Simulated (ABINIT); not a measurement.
# Run report: ZnS, geometry relaxation (part 2 of 2)

Continued. System: ZnS (F-43m, 2 atoms in the cell). Method: Kohn-Sham DFT of a periodic cell, PBE, PseudoDojo NC SR PBE v0.4.1 standard, no spin polarisation (ABINIT 10.8.3); cutoff 1142.88 eV, 7×7×7 k-mesh, fermi-dirac of 0.05 eV. The structure derives from an entry of the Crystallography Open Database.

Geometry of the input (Å; fractional positions):
```
0.0000  2.7020  2.7020
2.7020  0.0000  2.7020
2.7020  2.7020  0.0000
Zn 0.7500  0.7500  0.7500
S  0.0000  0.0000  0.0000
```

## The program's output, continued
```
 Cartesian coordinates (xcart) [bohr]
  7.67140951366480E+00  7.67140951366480E+00  7.67140951366480E+00
 -5.44701511958830E-29 -5.44701511958830E-29  1.63410453587649E-28
 Reduced coordinates (xred)
  7.50000000000000E-01  7.50000000000000E-01  7.50000000000000E-01
  1.59759220222084E-29  1.59759220222084E-29 -2.66265367036807E-29
 Cartesian forces (fcart) [Ha/bohr]; max,rms= 0.00000E+00 0.00000E+00 (free atoms)
 -0.00000000000000E+00 -0.00000000000000E+00 -0.00000000000000E+00
 -0.00000000000000E+00 -0.00000000000000E+00 -0.00000000000000E+00
 Gradient of E wrt nuclear positions in reduced coordinates (gred)
  0.00000000000000E+00  0.00000000000000E+00  0.00000000000000E+00
  0.00000000000000E+00  0.00000000000000E+00  0.00000000000000E+00
 Scale of Primitive Cell (acell) [bohr]
  7.23267425116184E+00  7.23267425116184E+00  7.23267425116183E+00
 Real space primitive translations (rprimd) [bohr]
  0.00000000000000E+00  5.11427300910987E+00  5.11427300910987E+00
  5.11427300910987E+00  0.00000000000000E+00  5.11427300910987E+00
  5.11427300910987E+00  5.11427300910987E+00  0.00000000000000E+00
 Unitary Cell Volume (ucvol) [Bohr^3]=  2.67535685411991E+02
 Angles (23,13,12)= [degrees]
  6.00000000000000E+01  6.00000000000000E+01  6.00000000000000E+01
 Lengths [Bohr]
  7.23267425116184E+00  7.23267425116184E+00  7.23267425116183E+00
 Stress tensor in cartesian coordinates (strten) [Ha/bohr^3]
 -4.13022306878005E-05  0.00000000000000E+00  0.00000000000000E+00
  0.00000000000000E+00 -4.13022306878022E-05  0.00000000000000E+00
  0.00000000000000E+00  0.00000000000000E+00 -4.13022306878057E-05
 Total energy (etotal) [Ha]= -2.20139107941140E+02

 Difference of energy with previous step (new-old):
           Absolute (Ha)=-6.12429E-05
           Relative     =-2.78201E-07

--- Iteration: ( 3/50) Internal Cycle: (1/1)
--------------------------------------------------------------------------------

---SELF-CONSISTENT-FIELD CONVERGENCE--------------------------------------------

--- !BeginCycle
iteration_state: {dtset: 1, itime: 3, icycle: 1, }
solver: {iscf: 7, nstep: 80, nline: 4, wfoptalg: 0, }
tolerances: {tolvrs: 1.00E-12, }
...

     iter   Etot(hartree)      deltaE(h)  residm     vres2
 ETOT  1  -220.08232201864    -2.201E+02 1.465E-04 5.314E+02
 ETOT  2  -220.09813899491    -1.582E-02 9.088E-05 2.594E+02
 ETOT  3  -220.13877459033    -4.064E-02 9.279E-04 3.449E+00
 ETOT  4  -220.13918986116    -4.153E-04 1.196E-05 1.336E-01
 ETOT  5  -220.13919896182    -9.101E-06 1.276E-06 1.414E-02
 ETOT  6  -220.13920020037    -1.239E-06 4.652E-07 1.390E-04
 ETOT  7  -220.13920020924    -8.872E-09 5.246E-07 8.610E-06
 ETOT  8  -220.13920020973    -4.857E-10 2.332E-07 2.332E-07
 ETOT  9  -220.13920020975    -2.004E-11 4.084E-07 1.617E-08
 ETOT 10  -220.13920020975     2.416E-12 1.596E-07 1.254E-10
 ETOT 11  -220.13920020974     6.537E-12 2.778E-07 8.845E-13

 At SCF step   11       vres2   =  8.84E-13 < tolvrs=  1.00E-12 =>converged.

 Cartesian components of stress tensor (hartree/bohr^3)
  sigma(1 1)= -1.19561205E-06  sigma(3 2)=  0.00000000E+00
  sigma(2 2)= -1.19561205E-06  sigma(3 1)=  0.00000000E+00
  sigma(3 3)= -1.19561205E-06  sigma(2 1)=  0.00000000E+00

--- !ResultsGS
iteration_state: {dtset: 1, itime: 3, icycle: 1, }
comment   : Summary of ground state results
lattice_vectors:
- [  0.0000000,   5.1421784,   5.1421784, ]
- [  5.1421784,   0.0000000,   5.1421784, ]
- [  5.1421784,   5.1421784,   0.0000000, ]
lattice_lengths: [   7.27214,    7.27214,    7.27214, ]
lattice_angles: [ 60.000,  60.000,  60.000, ] # degrees, (23, 13, 12)
lattice_volume:   2.7193895E+02
convergence: {deltae:  6.537E-12, res2:  8.845E-13, residm:  2.778E-07, diffor: null, }
etotal    :  -2.20139200E+02
entropy   :   0.00000000E+00
fermie    :   1.64237947E-01
cartesian_stress_tensor: # hartree/bohr^3
- [ -1.19561205E-06,   0.00000000E+00,   0.00000000E+00, ]
- [  0.00000000E+00,  -1.19561205E-06,   0.00000000E+00, ]
- [  0.00000000E+00,   0.00000000E+00,  -1.19561205E-06, ]
pressure_GPa:   3.5176E-02
xred      :
- [  7.5000E-01,   7.5000E-01,   7.5000E-01, Zn]
- [  1.5976E-29,   1.5976E-29,  -2.6627E-29,  S]
cartesian_forces: # hartree/bohr
- [ -0.00000000E+00,  -0.00000000E+00,  -0.00000000E+00, ]
- [ -0.00000000E+00,  -0.00000000E+00,  -0.00000000E+00, ]
force_length_stats: {min:   0.00000000E+00, max:   0.00000000E+00, mean:   0.00000000E+00, }
...

 Integrated electronic density in atomic spheres:
 ------------------------------------------------
 Atom  Sphere_radius  Integrated_density
    1        2.00000         18.10686637
    2        2.00000          3.92412518

---OUTPUT-----------------------------------------------------------------------

 Cartesian coordinates (xcart) [bohr]
  7.71326758248579E+00  7.71326758248579E+00  7.71326758248579E+00
 -5.47673606374316E-29 -5.47673606374316E-29  1.64302081912295E-28
 Reduced coordinates (xred)
  7.50000000000000E-01  7.50000000000000E-01  7.50000000000000E-01
  1.59759220222084E-29  1.59759220222084E-29 -2.66265367036807E-29
 Cartesian forces (fcart) [Ha/bohr]; max,rms= 0.00000E+00 0.00000E+00 (free atoms)
 -0.00000000000000E+00 -0.00000000000000E+00 -0.00000000000000E+00
 -0.00000000000000E+00 -0.00000000000000E+00 -0.00000000000000E+00
 Gradient of E wrt nuclear positions in reduced coordinates (gred)
  0.00000000000000E+00  0.00000000000000E+00  0.00000000000000E+00
  0.00000000000000E+00  0.00000000000000E+00  0.00000000000000E+00
 Scale of Primitive Cell (acell) [bohr]
  7.27213841690943E+00  7.27213841690943E+00  7.27213841690943E+00
 Real space primitive translations (rprimd) [bohr]
  0.00000000000000E+00  5.14217838832386E+00  5.14217838832386E+00
  5.14217838832386E+00  0.00000000000000E+00  5.14217838832386E+00
  5.14217838832386E+00  5.14217838832386E+00  0.00000000000000E+00
 Unitary Cell Volume (ucvol) [Bohr^3]=  2.71938947257027E+02
 Angles (23,13,12)= [degrees]
  6.00000000000000E+01  6.00000000000000E+01  6.00000000000000E+01
 Lengths [Bohr]
  7.27213841690943E+00  7.27213841690943E+00  7.27213841690943E+00
 Stress tensor in cartesian coordinates (strten) [Ha/bohr^3]
 -1.19561205141373E-06  0.00000000000000E+00  0.00000000000000E+00
  0.00000000000000E+00 -1.19561205141894E-06  0.00000000000000E+00
  0.00000000000000E+00  0.00000000000000E+00 -1.19561205141894E-06
 Total energy (etotal) [Ha]= -2.20139200209740E+02

 Difference of energy with previous step (new-old):
           Absolute (Ha)=-9.22686E-05
           Relative     =-4.19138E-07

--- Iteration: ( 4/50) Internal Cycle: (1/1)
--------------------------------------------------------------------------------

---SELF-CONSISTENT-FIELD CONVERGENCE--------------------------------------------

--- !BeginCycle
iteration_state: {dtset: 1, itime: 4, icycle: 1, }
solver: {iscf: 7, nstep: 80, nline: 4, wfoptalg: 0, }
tolerances: {tolvrs: 1.00E-12, }
...

     iter   Etot(hartree)      deltaE(h)  residm     vres2
 ETOT  1  -220.13915952174    -2.201E+02 6.631E-07 4.135E-01
 ETOT  2  -220.13917061705    -1.110E-05 4.608E-07 1.795E-01
 ETOT  3  -220.13919941413    -2.880E-05 1.342E-06 7.162E-03
 ETOT  4  -220.13920027694    -8.628E-07 4.029E-08 1.278E-04
 ETOT  5  -220.13920029187    -1.492E-08 4.036E-08 1.282E-05
 ETOT  6  -220.13920029247    -6.046E-10 1.813E-08 8.541E-08
 ETOT  7  -220.13920029247    -3.695E-12 2.680E-08 5.062E-09
 ETOT  8  -220.13920029247     6.253E-13 1.224E-08 1.969E-10
 ETOT  9  -220.13920029248    -4.491E-12 1.941E-08 1.055E-11
 ETOT 10  -220.13920029248    -1.990E-13 8.722E-09 1.987E-13

 At SCF step   10       vres2   =  1.99E-13 < tolvrs=  1.00E-12 =>converged.

 Cartesian components of stress tensor (hartree/bohr^3)
  sigma(1 1)= -2.83565039E-08  sigma(3 2)=  0.00000000E+00
  sigma(2 2)= -2.83565039E-08  sigma(3 1)=  0.00000000E+00
  sigma(3 3)= -2.83565039E-08  sigma(2 1)=  0.00000000E+00

--- !ResultsGS
iteration_state: {dtset: 1, itime: 4, icycle: 1, }
comment   : Summary of ground state results
lattice_vectors:
- [  0.0000000,   5.1430244,   5.1430244, ]
- [  5.1430244,   0.0000000,   5.1430244, ]
- [  5.1430244,   5.1430244,   0.0000000, ]
lattice_lengths: [   7.27333,    7.27333,    7.27333, ]
lattice_angles: [ 60.000,  60.000,  60.000, ] # degrees, (23, 13, 12)
lattice_volume:   2.7207319E+02
convergence: {deltae: -1.990E-13, res2:  1.987E-13, residm:  8.722E-09, diffor: null, }
etotal    :  -2.20139200E+02
entropy   :   0.00000000E+00
fermie    :   1.64000864E-01
cartesian_stress_tensor: # hartree/bohr^3
- [ -2.83565039E-08,   0.00000000E+00,   0.00000000E+00, ]
- [  0.00000000E+00,  -2.83565039E-08,   0.00000000E+00, ]
- [  0.00000000E+00,   0.00000000E+00,  -2.83565039E-08, ]
pressure_GPa:   8.3428E-04
xred      :
- [  7.5000E-01,   7.5000E-01,   7.5000E-01, Zn]
- [  1.5976E-29,   1.5976E-29,  -2.6627E-29,  S]
cartesian_forces: # hartree/bohr
- [ -1.03074473E-28,  -1.03074473E-28,   3.09223420E-28, ]
- [  1.03074473E-28,   1.03074473E-28,  -3.09223420E-28, ]
force_length_stats: {min:   3.41859353E-28, max:   3.41859353E-28, mean:   3.41859353E-28, }
...

 Integrated electronic density in atomic spheres:
 ------------------------------------------------
 Atom  Sphere_radius  Integrated_density
    1        2.00000         18.10730426
    2        2.00000          3.92496872

---OUTPUT-----------------------------------------------------------------------

 Cartesian coordinates (xcart) [bohr]
  7.71453656679705E+00  7.71453656679705E+00  7.71453656679705E+00
 -5.47763709460557E-29 -5.47763709460557E-29  1.64329112838167E-28
 Reduced coordinates (xred)
  7.50000000000000E-01  7.50000000000000E-01  7.50000000000000E-01
  1.59759220222084E-29  1.59759220222084E-29 -2.66265367036807E-29
 Cartesian forces (fcart) [Ha/bohr]; max,rms= 3.09223E-28 1.97373E-28 (free atoms)
 -1.03074473181598E-28 -1.03074473181598E-28  3.09223419544794E-28
  1.03074473181598E-28  1.03074473181598E-28 -3.09223419544794E-28
 Gradient of E wrt nuclear positions in reduced coordinates (gred)
 -1.06022905661704E-27 -1.06022905661704E-27  1.06022905661704E-27
  1.06022905661704E-27  1.06022905661704E-27 -1.06022905661704E-27
 Scale of Primitive Cell (acell) [bohr]
  7.27333482679171E+00  7.27333482679171E+00  7.27333482679171E+00
 Real space primitive translations (rprimd) [bohr]
  0.00000000000000E+00  5.14302437786470E+00  5.14302437786470E+00
  5.14302437786470E+00  0.00000000000000E+00  5.14302437786470E+00
  5.14302437786470E+00  5.14302437786470E+00  0.00000000000000E+00
 Unitary Cell Volume (ucvol) [Bohr^3]=  2.72073187265141E+02
 Angles (23,13,12)= [degrees]
  6.00000000000000E+01  6.00000000000000E+01  6.00000000000000E+01
 Lengths [Bohr]
  7.27333482679171E+00  7.27333482679171E+00  7.27333482679171E+00
 Stress tensor in cartesian coordinates (strten) [Ha/bohr^3]
 -2.83565038811107E-08  0.00000000000000E+00  0.00000000000000E+00
  0.00000000000000E+00 -2.83565038828454E-08  0.00000000000000E+00
  0.00000000000000E+00  0.00000000000000E+00 -2.83565038828454E-08
 Total energy (etotal) [Ha]= -2.20139200292478E+02

 Difference of energy with previous step (new-old):
           Absolute (Ha)=-8.27380E-08
           Relative     =-3.75844E-10

 At Broyd/MD step   4, gradients are converged :
  max grad (force/stress) = 2.8357E-06 < tolmxf= 2.0000E-05 ha/bohr (free atoms)

================================================================================

 ----iterations are completed or convergence reached----

 Mean square residual over all n,k,spin=   25.655E-12; max=  87.224E-10
 reduced coordinates (array xred) for    2 atoms
       0.750000000000      0.750000000000      0.750000000000
       0.000000000000      0.000000000000     -0.000000000000
 rms dE/dt=  1.5234E-27; max dE/dt=  2.1541E-27; dE/dt below (all hartree)
    1      -0.000000000000     -0.000000000000      0.000000000000
    2      -0.000000000000     -0.000000000000      0.000000000000

 cartesian coordinates (angstrom) at end:
    1      4.08235694105735     4.08235694105735     4.08235694105735
    2     -0.00000000000000    -0.00000000000000     0.00000000000000

 cartesian forces (hartree/bohr) at end:
    1     -0.00000000000000    -0.00000000000000     0.00000000000000
    2      0.00000000000000     0.00000000000000    -0.00000000000000
 frms,max,avg= 1.9737259E-28 3.0922342E-28   0.000E+00  0.000E+00  0.000E+00 h/b

 cartesian forces (eV/Angstrom) at end:
    1     -0.00000000000000    -0.00000000000000     0.00000000000000
    2      0.00000000000000     0.00000000000000    -0.00000000000000
 frms,max,avg= 1.0149307E-26 1.5900908E-26   0.000E+00  0.000E+00  0.000E+00 e/A
 length scales=  7.273334826792  7.273334826792  7.273334826792 bohr
              =  3.848883034994  3.848883034994  3.848883034994 angstroms
 Fermi (or HOMO) energy (hartree) =   0.16400   Average Vxc (hartree)=  -0.35867
 Eigenvalues (hartree) for nkpt=  20  k points:
 kpt#   1, nband= 17, wtk=  0.00292, kpt=  0.0000  0.0000  0.0000 (reduced coord)
  -4.46223   -2.77766   -2.77766   -2.77766   -0.35155   -0.10409   -0.10409   -0.10409
  -0.08681   -0.08681    0.12574    0.12574    0.12574    0.19995    0.36071    0.36071
   0.36071
      occupation numbers for kpt#   1
   2.00000    2.00000    2.00000    2.00000    2.00000    2.00000    2.00000    2.00000
   2.00000    2.00000    2.00000    2.00000    2.00000    0.00000    0.00000    0.00000
   0.00000
 prteigrs : prtvol=0 or 1, do not print more k-points.

--- !EnergyTerms
iteration_state     : {dtset: 1, itime: 4, icycle: 1, }
comment             : Components of total free energy in Hartree
kinetic             :  9.63153450110897E+01
hartree             :  9.28276344865572E+01
xc                  : -2.56589109431047E+01
Ewald energy        : -1.06526060159869E+02
psp_core            :  3.41156842209301E+00
local_psp           : -2.33806784278867E+02
non_local_psp       : -4.67019928303760E+01
internal            : -2.20139200292477E+02
'-kT*entropy'       : -1.45677659773734E-12
total_energy        : -2.20139200292478E+02
total_energy_eV     : -5.99029280704000E+03
band_energy         : -2.69201858056585E+01
...

 Cartesian components of stress tensor (hartree/bohr^3)
  sigma(1 1)= -2.83565039E-08  sigma(3 2)=  0.00000000E+00
  sigma(2 2)= -2.83565039E-08  sigma(3 1)=  0.00000000E+00
  sigma(3 3)= -2.83565039E-08  sigma(2 1)=  0.00000000E+00

-Cartesian components of stress tensor (GPa)         [Pressure=  8.3428E-04 GPa]
- sigma(1 1)= -8.34277147E-04  sigma(3 2)=  0.00000000E+00
- sigma(2 2)= -8.34277148E-04  sigma(3 1)=  0.00000000E+00
- sigma(3 3)= -8.34277148E-04  sigma(2 1)=  0.00000000E+00

== END DATASET(S) ==============================================================
================================================================================

 -outvars: echo values of variables after computation  --------
            acell      7.2733348268E+00  7.2733348268E+00  7.2733348268E+00 Bohr
           etotal     -2.2013920029E+02
            fcart     -1.0307447318E-28 -1.0307447318E-28  3.0922341954E-28
                       1.0307447318E-28  1.0307447318E-28 -3.0922341954E-28
            rprim      0.0000000000E+00  7.0710678119E-01  7.0710678119E-01
                       7.0710678119E-01  0.0000000000E+00  7.0710678119E-01
                       7.0710678119E-01  7.0710678119E-01  0.0000000000E+00
           strten     -2.8356503881E-08 -2.8356503883E-08 -2.8356503883E-08
                       0.0000000000E+00  0.0000000000E+00  0.0000000000E+00
           xangst      4.0823569411E+00  4.0823569411E+00  4.0823569411E+00
                      -2.8986407181E-29 -2.8986407181E-29  8.6959221543E-29
             xred      7.5000000000E-01  7.5000000000E-01  7.5000000000E-01
                       1.5975922022E-29  1.5975922022E-29 -2.6626536704E-29
 Calculation completed.
```

## Trajectory as extended XYZ (Å, eV, eV/Å), 4 frames, from step=0 to step=3
```
2
Lattice="0.0000 2.7020 2.7020 2.7020 0.0000 2.7020 2.7020 2.7020 0.0000" Properties=species:S:1:pos:R:3:forces:R:3 step=0 energy=-5990.28863
Zn    4.0530    4.0530    4.0530    0.0000   0.0000   0.0000
S     0.0000    0.0000    0.0000    0.0000   0.0000   0.0000
2
Lattice="0.0000 2.7064 2.7064 2.7064 0.0000 2.7064 2.7064 2.7064 0.0000" Properties=species:S:1:pos:R:3:forces:R:3 step=1 energy=-5990.29029
Zn    4.0595    4.0595    4.0595    0.0000   0.0000   0.0000
S     0.0000    0.0000    0.0000    0.0000   0.0000   0.0000
2
Lattice="0.0000 2.7211 2.7211 2.7211 0.0000 2.7211 2.7211 2.7211 0.0000" Properties=species:S:1:pos:R:3:forces:R:3 step=2 energy=-5990.29281
Zn    4.0817    4.0817    4.0817    0.0000   0.0000   0.0000
S     0.0000    0.0000    0.0000    0.0000   0.0000   0.0000
2
Lattice="0.0000 2.7216 2.7216 2.7216 0.0000 2.7216 2.7216 2.7216 0.0000" Properties=species:S:1:pos:R:3:forces:R:3 step=3 energy=-5990.29281
Zn    4.0824    4.0824    4.0824    0.0000   0.0000   0.0000
S     0.0000    0.0000    0.0000    0.0000   0.0000   0.0000
```

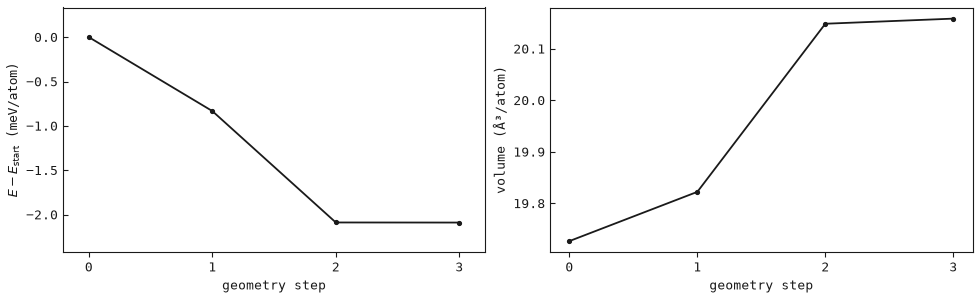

**Figure 1.** Progress of the relaxation, step by step (steps are counted from 0).

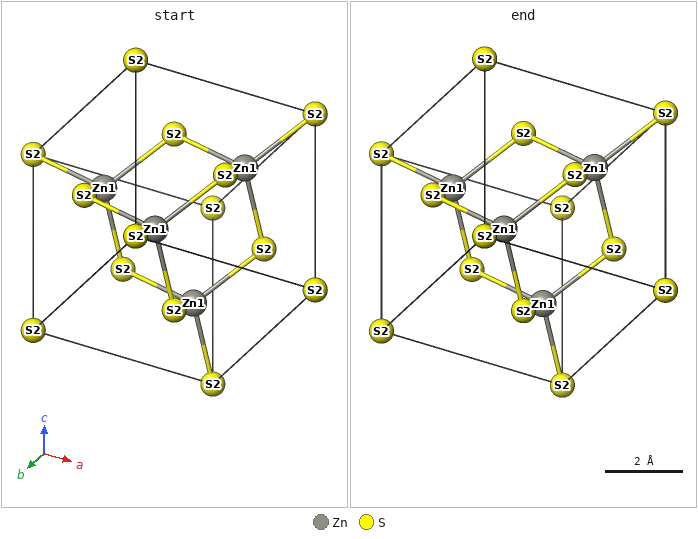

**Figure 2.** Before (left) and after (right) the relaxation, at one scale (ball-and-stick view of the cell 4 times as large as that of the calculation, set on its symmetry axes, seen at an oblique angle). The energy falls by 2.1 meV per atom in 3 geometry steps. All forces vanish by symmetry, so only the cell relaxes. No atom moves by more than 0.005 Å relative to the cell. The drawn cell changes as follows: a = b = c 5.404 → 5.443 Å (+0.7 %); the volume changes by +2.2 %. Among the contacts that change: Zn1–S2 2.340 → 2.357 Å. The space group stays F-43m (No. 216). (Atoms are counted from 1 in the order of the input.)

## Results in brief

| quantity | value |
| --- | --- |
| outcome | converged |
| space group (tolerance 0.01 Å) | F-43m (216) |
| electrons treated | 26 |
| free energy | −5990.2928 eV |
| Fermi energy | 4.463 eV |
| gap on the k-point mesh | 2.02 eV |
| pressure | 0.00 GPa |
| final volume | 40.32 Å³ |
| largest force (length of the vector) at the end | under 0.001 eV/Å |
| final cell | a = 3.849 Å, b = 3.849 Å, c = 3.849 Å, α = 60.00°, β = 60.00°, γ = 60.00° |
| hardware | 1 thread of Arm Neoverse V2, 24 GiB of memory available, shared host |
| wall time | 3 min |
| peak memory | 0.11 GiB |
